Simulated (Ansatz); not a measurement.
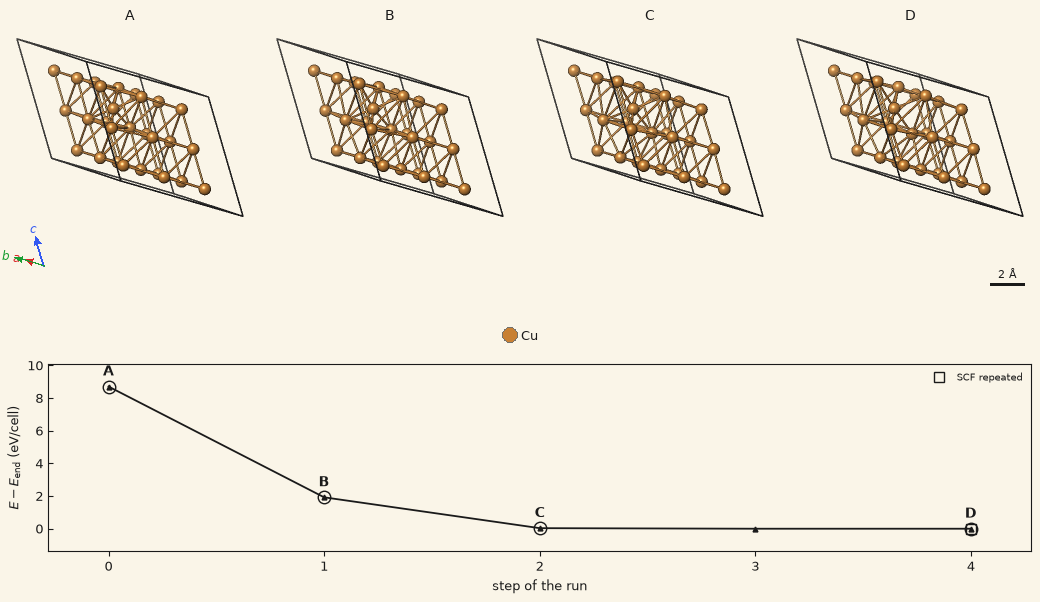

Frames of a relaxation of a defect cell of composition Cu, marked on the history of the run. Style: ball-and-stick. Shown: the cell of the calculation, reduced to other axes (origin shifted), from a free direction. Lengths and directions refer to the drawn axes.

Case: Cu interstitial, charge +0, atoms relaxed at the host's cell.

Computed with DFT r2SCAN, scalar-relativistic, plane waves, PAW in Ansatz. Set-up: plane-wave cutoff 500 eV; k-point mesh 4 × 4 × 4; occupations gaussian; smearing width 0.1 eV; no spin polarisation; atoms relaxed in a fixed cell; force threshold 0.025 eV/Å; at most 45 steps.

What happens along the run?

Over 3 accepted moves (4 points after the start) the energy falls by 8.710 eV per cell of the calculation. The largest force component goes from 17 to 0.0083 eV/Å. 1 step only repeated the SCF at the same geometry. The atom that moves furthest is a Cu atom (0.39 Å along [1 −1 −3]). The cell doesn't change. Near-neighbour distances that change, for instance: Cu–Cu 2.489 → 2.986 Å, Cu–Cu 2.509 → 2.994 Å, Cu–Cu 2.548 → 3.014 Å, Cu–Cu 2.527 → 2.982 Å. Bond angles that change, for instance: Cu–Cu–Cu 168.7° → 177.0°, Cu–Cu–Cu 83.0° → 87.9°, Cu–Cu–Cu 83.8° → 88.4°. The run took 12 min on 8 threads of Intel(R) Xeon(R) Platinum 8488C (Sapphire Rapids), with other jobs on the host, peak memory 8 GiB. From step 0 to 1: a Cu atom moves most (0.20 Å), energy −6.786 eV per cell of the calculation. From step 1 to 2: a Cu atom moves most (0.20 Å), energy −1.890 eV per cell of the calculation. From step 2 to 4: a Cu atom moves most (0.08 Å), energy −34.1 meV per cell of the calculation.

Limits of the set-up: the periodic images lie only 7.6 Å apart, so the values are limited by the cell's size.
